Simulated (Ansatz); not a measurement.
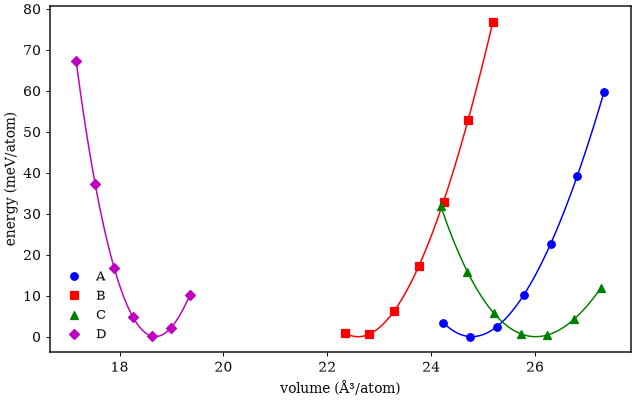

Plotted: energy against volume, with one curve for each compound, for PtS₂, SnSe₂, ZrS₂ and ZrSe₂ (all in space group P-3m1 (No. 164)). The labels are replaced by letters.

Method: all-electron LAPW DFT, no spin polarisation; energies at scaled volumes of the given cell, shape and fractions fixed, counted from the fit's minimum, third-order Birch-Murnaghan fit (Ansatz 0.2.0). Level: LDA.

- occupations: Fermi–Dirac
- smearing width: 0.05 eV
- potentials: all electron LAPW, scalar relativistic

Question: Which letter stands for which compound?

Answer: A: ZrSe2; B: ZrS2; C: SnSe2; D: PtS2.

Limits of the calculation: spin-orbit coupling left out, heavy elements (PtS2); shape and atomic fractions are frozen while scaling, which makes layered, chain and framework solids too stiff.
